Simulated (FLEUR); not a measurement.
**Zr: 7 runs along one coordinate**

System: Zr (P6₃/mmc, 2 atoms in the cell).
Method: Kohn-Sham DFT of a periodic cell, PBE, all-electron, no spin polarisation (FLEUR MaX-R8.1 (later development tree)).

The 7 runs differ only in the geometry, by an even scaling of the cell at fixed fractional positions. The structure derives from an entry of the Crystallography Open Database.

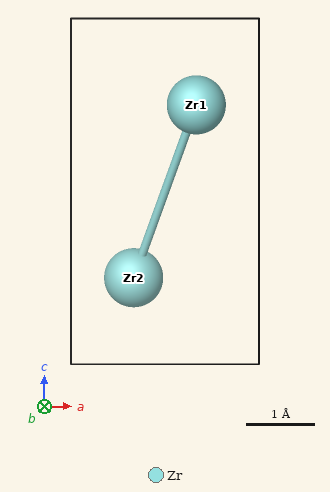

Figure 1. The structure of run 4 (ball-and-stick view of the cell of the calculation, along the b axis; atoms are numbered from 1 in the order of the input). An atom can appear more than once, as a periodic image.

## Input of run 4
```
<?xml version="1.0" encoding="UTF-8" standalone="no"?>
<fleurInput fleurInputVersion="0.39">
   <comment>
      Zr                                                                                                  
   </comment>
   <calculationSetup>
      <cutoffs Kmax="4.1" Gmax="12.7" GmaxXC="12.7" numbands="0"/>
      <scfLoop itmax="60" minDistance="0.00001" maxIterBroyd="15" imix="Anderson" alpha="0.05" precondParam="0.0" spinf="2.0" sdNocoIR="T"/>
      <coreElectrons ctail="T" frcor="F" kcrel="0" coretail_lmax="0"/>
      <xcFunctional name="pbe" relativisticCorrections="F"/>
      <magnetism jspins="1"/>
      <soc l_soc="F" theta="0.0" phi="0.0" spav="F"/>
      <expertModes spex="0" secvar="F"/>
      <geometryOptimization l_f="T" forcealpha="1.0" forcemix="BFGS" epsdisp="0.0005" epsforce="0.0002"/>
      <ldaU l_linMix="F" mixParam="0.05" spinf="1.0"/>
   </calculationSetup>
   <cell>
      <bzIntegration valenceElectrons="24.0" mode="hist" fermiSmearingEnergy="0.00183747">
         <kPointListSelection listName="default-1"/>
         <!-- k-points included here -->
         <xi:include xmlns:xi="http://www.w3.org/2001/XInclude" href="kpts.xml"> </xi:include>
      </bzIntegration>
      <!-- symmetry operations included here -->
      <xi:include xmlns:xi="http://www.w3.org/2001/XInclude" href="sym.xml"> </xi:include>
      <bulkLattice scale="1.0">
         <bravaisMatrix>
            <row-1>    6.1075948347072000     0.0000000000000000     0.0000000000000000</row-1>
            <row-2>   -3.0537974173536000     5.2893322828198945     0.0000000000000000</row-2>
            <row-3>    0.0000000000000000     0.0000000000000000     9.7264203633161994</row-3>
         </bravaisMatrix>
      </bulkLattice>
   </cell>
   <atomSpecies>
      <species name="Zirconium (Zr)" element="Zr" atomicNumber="40">
         <mtSphere radius="2.66" gridPoints="879" logIncrement="0.015"/>
         <atomicCutoffs lmax="10" lnonsphr="10"/>
         <electronConfig flipSpins="F">
            <coreConfig>(1s1/2) (2s1/2) (2p1/2) (2p3/2) (3s1/2) (3p1/2) (3p3/2) (3d3/2) (3d5/2)</coreConfig>
            <valenceConfig>(4s1/2) (4p1/2) (4p3/2) (5s1/2) (4d3/2) (4d5/2)</valenceConfig>
            <stateOccupation state="(4d3/2)" spinUp="0.400000" spinDown="0.400000"/>
            <stateOccupation state="(4d5/2)" spinUp="0.600000" spinDown="0.600000"/>
         </electronConfig>
         <energyParameters s="5" p="5" d="4" f="4"/>
         <lo type="SCLO" l="0" n="4" eDeriv="0"/>
         <lo type="SCLO" l="1" n="4" eDeriv="0"/>
         <lo type="SCLO" l="1" n="4" eDeriv="1"/>
         <lo type="SCLO" l="2" n="4" eDeriv="2"/>
         <lo type="SCLO" l="3" n="4" eDeriv="2"/>
      </species>
   </atomSpecies>
   <atomGroups>
      <atomGroup species="Zirconium (Zr)">
         <relPos label="                   1">-1.000/3.000 1.000/3.000 -1.000/4.000</relPos>
         <relPos label="                   2">1.000/3.000 -1.000/3.000 1.000/4.000</relPos>
         <force calculate="T" relaxXYZ="TTT"/>
      </atomGroup>
   </atomGroups>
   <output dos="F" band="F" slice="F">
      <checks vchk="F" cdinf="F"/>
      <bandDOS minEnergy="-.5*Htr" maxEnergy="0.5*Htr" sigma="0.015" storeEVData="T"/>
      <vacuumDOS vacdos="F" integ="F" star="F" nstars="0" locx1="0.0" locy1="0.0" locx2="0.0" locy2="0.0" nstm="0" tworkf="0.0"/>
      <unfoldingBand unfoldBand="F" supercellX="1" supercellY="1" supercellZ="1"/>
      <plotting iplot="0" polar="F">
         <plot TwoD="T" vec1="  1.0  0.0  0.0" vec2="  0.0  1.0  0.0" vec3="  0.0  0.0  1.0" zero="  0.0  0.0  0.0" file="plot"/>
      </plotting>
      <chargeDensitySlicing numkpt="0" minEigenval="0.0" maxEigenval="0.0" nnne="0" pallst="F"/>
      <specialOutput eonly="F"/>
      <moessbauerParams electricFieldGradient="T" isomerShift="T" coreHyperfine="T" valenceHyperfine="T"/>
      <magneticCircularDichroism mcd="F" energyLo="-10.0" energyUp="0.0"/>
   </output>
  <!-- We include the file relax.xml here to enable relaxations (see documentation) -->
  <xi:include xmlns:xi="http://www.w3.org/2001/XInclude" href="relax.xml"> <xi:fallback/> </xi:include>
</fleurInput>
```

Command:
```bash
inpgen -f crystal.txt -profile fastHighL; fleur_MPI
```

Run 2 has the same physical settings and fractional positions; its lattice vectors (Å) are:
```
   3.188319    0.000000    0.000000
  -1.594159    2.761165    0.000000
   0.000000    0.000000    5.077437
```

## Results, with one run withheld

```tsv
run	volume per atom (Å³)	free energy per atom, from the lowest run given (meV)
1	21.884	31.80
2	22.350	?
3	22.815	4.34
4	23.281	0.00
5	23.746	1.25
6	24.212	7.63
7	24.678	18.73
```

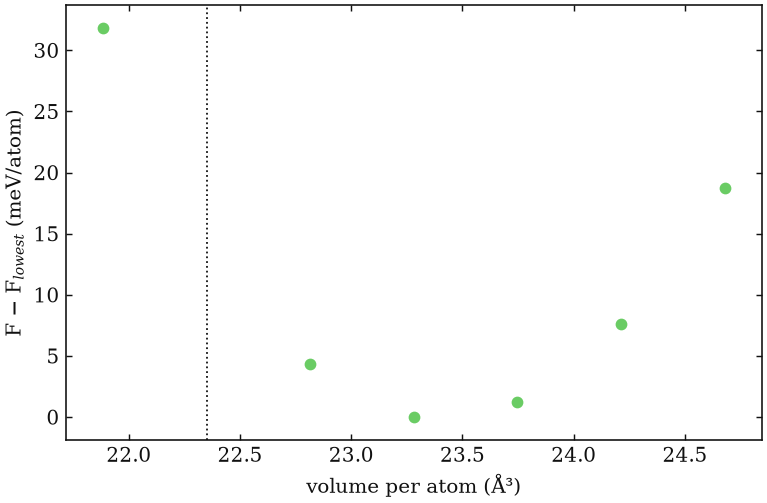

Figure 2. Free energy per atom of the runs given; the dotted line marks run 2.

Fit the runs given and predict run 2.

A cubic polynomial in V^(−2/3) (the Birch–Murnaghan form), fitted to the 6 runs given, misses them by under 0.01 meV per atom. With x = V^(−2/3) − 0.12221 Å⁻², it reads F = −0.19107 − 17.931 x + 1.0384e+06 x² − 3.0207e+06 x³ (meV per atom). At run 2 it gives 14.74 meV per atom, and the run itself gives 14.76. The fit has its minimum at 23.404 Å³ per atom, where V d²F/dV² gives 94.4 GPa. Cell shape and fractional positions are held, so this is the stiffness under even scaling; the relaxed bulk modulus wasn't computed.

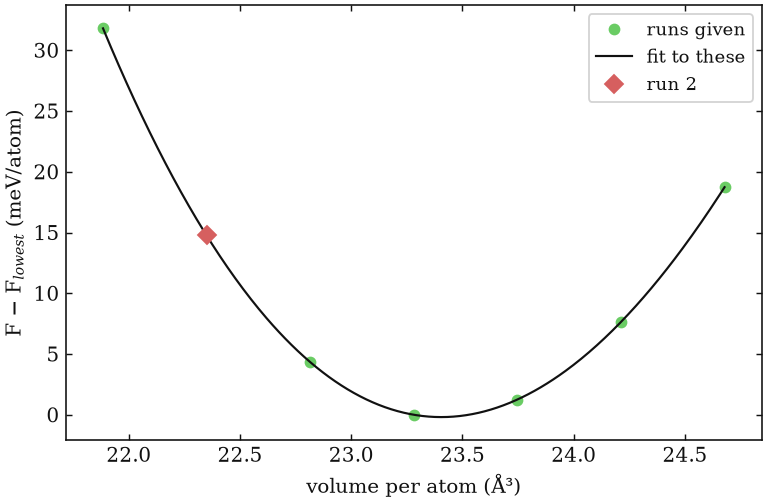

Figure 3. The fit and the withheld run.

## Output (run 2)
```
Welcome to FLEUR        (www.flapw.de)
      MaX-Release 8.1          (www.max-centre.eu)

 ========== k-point set info ==========
 Selected k-point list: default-1
 k-point list type: mesh
 9 x 9 x 5
 Number of k points: 36

 ------------Calculation Setup---------------------------
 Number of MPI-tasks      :            1
 Number of PE/node        :            1
 Number of OMP-threads    :            1
 Most efficient MPI parallelization for:
           1           2           3           4           6           9          12          18          36
 Additional eigenvalue parallelization possible
 Number of basis functions:          429
 Approximate size of matrices (H+S) per k-point:         0.003 GB
 --------------------------------------------------------

 Iteration:     1   Distance:       4.55450121 me/bohr^3

 Iteration:     2   Distance:       4.21097941 me/bohr^3

 Iteration:     3   Distance:       1.45625700 me/bohr^3

 Iteration:     4   Distance:       0.52359388 me/bohr^3

 Iteration:     5   Distance:       0.33539173 me/bohr^3

 Iteration:     6   Distance:       0.03832625 me/bohr^3

 Iteration:     7   Distance:       0.03801004 me/bohr^3

 Iteration:     8   Distance:       0.00365297 me/bohr^3

 Iteration:     9   Distance:       0.00047328 me/bohr^3

 Iteration:    10   Distance:       0.00044568 me/bohr^3

 Iteration:    11   Distance:       0.00006861 me/bohr^3

 Iteration:    12   Distance:       0.00001423 me/bohr^3

 Iteration:    13   Distance:       0.00001122 me/bohr^3

 Iteration:    14   Distance:       0.00000055 me/bohr^3

 ********************************************************************
 Run finished successfully
 Stop message:
   all done
 ********************************************************************
```
